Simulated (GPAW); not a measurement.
MgO (Fm-3m): refractive index against wavelength

The refractive index of MgO (Fm-3m) below the direct gap (4.74 eV on the mesh) is read from one computed spectrum, n = √(Re ε).

Cell: a, b, c = 2.982, 2.982, 2.982 Å (primitive vectors), 2 atoms.

Method: GPAW 26.7.0, PBE, RPA, k-mesh 14×14×14, local fields up to 60 eV, Lorentzian half width 0.2 eV.

Launch of the response step: `OMP_NUM_THREADS=1 python df.py`. The run took 19 s, its band step included, on 1 thread of Arm Neoverse V2 (shared host).

```
wavelength (nm)  photon energy E (eV)       n
            850                 1.459  1.7561
            700                 1.771  1.7625
            633                 1.959  1.7670
            532                 2.331  1.7778
            450                 2.755  1.7934
            405                 3.061  1.8074
            365                 3.397       ?
```

In the single-oscillator model n² − 1 = E₀E_d/(E₀² − E²), so 1/(n² − 1) = E₀/E_d − E²/(E₀E_d) is linear in E².

Working, on the rows shown:

| x = E² (eV²) | y = 1/(n² − 1) |
| --- | --- |
| 2.12762 | 0.479872 |
| 3.13716 | 0.474742 |
| 3.83641 | 0.471189 |
| 5.43137 | 0.46284 |
| 7.59115 | 0.451206 |
| 9.37179 | 0.441171 |

Means: x̄ = 5.2493, ȳ = 0.4635. Σ(x − x̄)(y − ȳ) = -0.2067, Σ(x − x̄)² = 38.71. Slope = -0.2067 / 38.71 = -0.005339; intercept = ȳ − slope · x̄ = 0.49153. Turned back into n, the line misses the rows shown by at most 0.00046.

**Question.** Predict the last column of the withheld row from the fit.

**Answer.** At x = 11.538 the line gives y = 0.42993, that is 1.8237. The run gave 1.8261, so the extrapolation is off by 0.0024, 3 % of the range in the table.

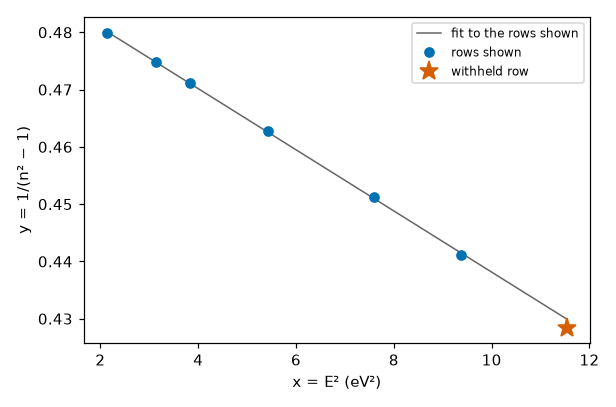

Refitted with all rows, the slope is -0.005457 and the intercept 0.49203. These give E₀ = √(intercept/−slope) = 9.50 eV and E_d = E₀/intercept = 19.3 eV; E₀ is 2.0 times the direct gap. The electronic limit at long wavelengths, without lattice vibrations, is n = √(1 + 1/intercept) = 1.741. The cell comes from an older database entry, whose edges can be off by a per cent or so. Excitons are left out; PBE gaps are as a rule too small. The values come from a sum over the points of one k-mesh and carry its error, which grows as the direct gap shrinks. This version of GPAW has incomplete matrix elements in the optical limit, which can lower ε − 1 by up to a tenth where first-row anions or d states rule. The local-field cutoff holds few shells of reciprocal vectors for this small cell, so ε∞ can read a few per cent high.

[Logs are printed without paths, hosts, clocks, repeated set-up lines and the standing remarks that a program may print on its own settings, such as how far it seeks lower states.]
